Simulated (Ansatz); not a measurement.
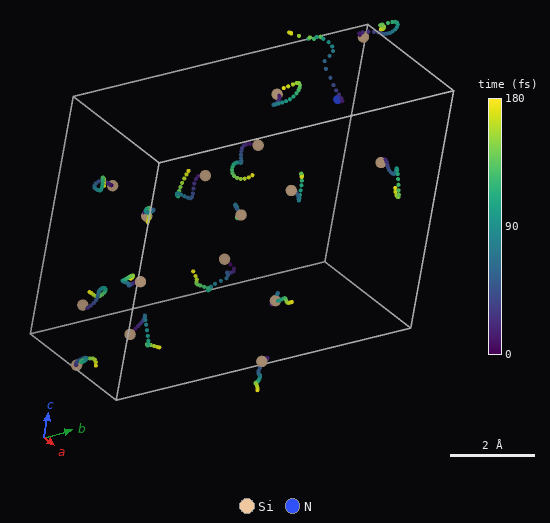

A Born-Oppenheimer molecular dynamics run of Si with an interstitial N (17 atoms in the cell), 180 fs long. Dots mark each atom's position at evenly spaced times, coloured by time; spheres stand at the starting positions. Seen slightly off an axis in the reduced simulation cell.

The calculation used DFT LDA, scalar-relativistic, plane waves, PAW in Ansatz 0.2.0. Set-up: plane-wave cutoff 420 eV; k-point mesh 2 × 2 × 2; Fermi-Dirac smearing 0.02 eV; spin collinear; constant energy (NVE); velocities drawn for 3000 K; time step 1 fs.

The input:
```yaml
crystal:
  lattice:
    - [0.0, 5.43, 5.43]
    - [5.43, 0.0, 5.43]
    - [5.43, 5.43, 0.0]
  atoms:
    - { symbol: Si, position: [0.05855884, -0.0278748, -0.0283323] }
    - { symbol: Si, position: [0.13291889, 0.12189157, 0.12139227] }
    - { symbol: Si, position: [-0.00584382, 0.0121571, 0.49397102] }
    - { symbol: Si, position: [0.10520202, 0.16054679, 0.60491916] }
    - { symbol: Si, position: [-0.00580567, 0.49448726, 0.01171888] }
    - { symbol: Si, position: [0.10530802, 0.60550783, 0.15997246] }
    - { symbol: Si, position: [0.01482729, 0.51494775, 0.51443352] }
    - { symbol: Si, position: [0.13965815, 0.63976669, 0.63927061] }
    - { symbol: Si, position: [0.50794798, 0.00811006, 0.00754101] }
    - { symbol: Si, position: [0.63404929, 0.13431855, 0.13414212] }
    - { symbol: Si, position: [0.4717978, -0.02819257, 0.55845762] }
    - { symbol: Si, position: [0.62160732, 0.1217934, 0.63252686] }
    - { symbol: Si, position: [0.4719773, 0.5587509, -0.02844708] }
    - { symbol: Si, position: [0.62162952, 0.63309903, 0.12132863] }
    - { symbol: Si, position: [0.51207104, 0.49432553, 0.49385709] }
    - { symbol: Si, position: [0.66041766, 0.60531537, 0.60488057] }
    - { symbol: "N", position: [0.32763898, 0.82789653, 0.82760754] }
magnetization:
  spin_polarized: true
basis:
  ecutwfc: 420.0
kpoints:
  mp_grid: { grid: [2, 2, 2] }
hamiltonian:
  xc: lda
scf:
  occupations: { method: fermi_dirac, width: 0.02 }
  lower_state_search: "off"
md:
  timestep: 1
  n_steps: 180
  ensemble: nve
  temperature: 3000.0
  initial_velocities: maxwell_boltzmann
  seed: 292827
```

Run as
```bash
ansatz run input.yaml --threads 1 --pin off --max-ram 3072MiB --backend cpu --events-out ev --progress --plain --runs-dir out
```

### What do the traces tell about the motion?

In the second half of the run the atoms are, in the root-mean-square, this far from where they began (common drift taken out): N 1.70 Å, Si 0.67 Å. Against the typical shortest distance between atoms in the first frame, about 2.3 Å these are large excursions, but over 180 fs one can't yet tell strong vibration from the start of diffusion. 1 of the 17 free atoms end more than three quarters of that spacing from the start. Bond changes: one N–Si bond breaks at about 50 fs; one Si–Si bond breaks at about 76 fs; one Si–Si bond forms at about 93 fs. The mean temperature in the second half is 1566 K (standard deviation 199 K). The first frame carries almost no forces, so kinetic energy first flows into potential energy: the temperature drops from 3000 to 1145 K within 17 fs, and without a thermostat its mean stays below the start. The potential energy in the second half lies on average 175 meV per atom above the first frame.

Limits of the set-up: the k-point mesh is coarse for a cell with partly filled bands; the periodic images lie only 7.7 Å apart, so the values are limited by the cell's size.
